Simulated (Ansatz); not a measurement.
# Be: what the fields show

Input file:

```
crystal:
  lattice:
    - [3.78428214, 0.0, 0.0]
    - [0.0, 3.78428214, 0.0]
    - [0.0, 0.0, 2.28128]
  atoms:
    - { symbol: Be, position: [0.297408, 0.297408, 0.0] }
    - { symbol: Be, position: [0.702592, 0.702592, 0.0] }
    - { symbol: Be, position: [0.202592, 0.797408, 0.5] }
    - { symbol: Be, position: [0.797408, 0.202592, 0.5] }
kpoints:
  mp_grid: { grid: [9, 9, 14] }
scf:
  occupations: { method: fermi_dirac, width: 0.05 }
hamiltonian:
  xc: pbe
  pseudopotentials: { kind: paw }
output:
  forces: true
  stress: true
  eigenvalues: true
  efg: { contact_densities: true }
  write_density: true
  write_potential: true
  elf: true
  volumetric_format: npy
```

Command:

```sh
ansatz run input.yaml --threads 1 --pin off --max-ram 6144MiB --backend cpu --events-out ev --progress --plain --runs-dir out
```

Below, planes, directions and counts refer to the conventional cell (a = 3.78 Å, b = 3.78 Å, c = 2.28 Å, α = 90.00°, β = 90.00°, γ = 90.00°).

Space group P4₂/mnm; a structure from a database of computed crystals, not necessarily the ambient phase; changed on purpose from its base cell (equal xx and yy strain of +1 %, PAW files); computed pressure about −2 GPa in this cell.

Theory: DFT, PBE, PAW with Ansatz's default frozen-core files, scalar-relativistic in Ansatz 0.2.0.

The density is the valence pseudo-density of a PAW calculation; it isn't the true density close to the nuclei.

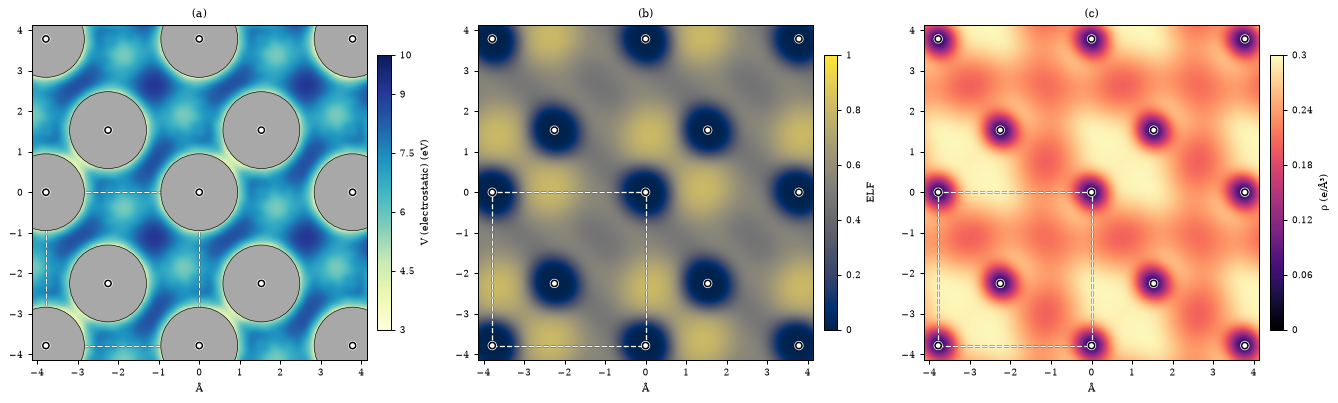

Figure 1. (a) electrostatic potential (local pseudopotential plus Hartree) felt by an electron; (b) electron localisation function; (c) valence electron density on the (001) plane of the conventional cell. Circles mark the nuclei in the plane (Be). Grey discs cover the atomic cores in the potential map.

> Read the bonding off the picture.

The plane passes through Be nuclei.
Be–Be (2.17 Å): ρ is about 0.29 e/Å³ halfway; the ELF peaks at about 0.65 between the atoms.
Between the atoms the lowest density in this plane is 0.2 e/Å³.
The ELF has a maximum of about 0.80 in the space between the atoms, 1.3 Å from four Be atoms, on no atom or two-centre bond.
Outside the cores the potential energy rises away from the atoms and is highest about 1.6 Å from the nearest atoms; its zero is arbitrary.

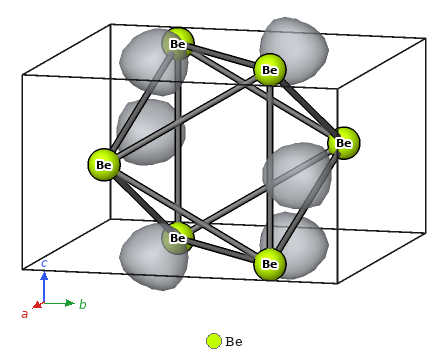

Figure 2. Isosurface of the electron localisation function at 0.75 (grey), seen slightly off an axis. Only the valence region is drawn (cores and ρ < 0.01 e/Å³ removed). Sticks mark near contacts.

> Describe the localisation domains.

The surface consists of four pockets between the atoms, centred on no nucleus (multi-centre or interstitial), counted in one cell of 4 atoms. Any copies at cell faces, edges or corners count once. There are no localised bonds or lone pairs at this value. Along the contacts the grid gives the following. Be–Be (2.24 Å): the ELF peaks at about 0.65 between the atoms.

> Metal or insulator at this level of theory?

It is metallic or semimetallic at this level of theory: no gap opens.
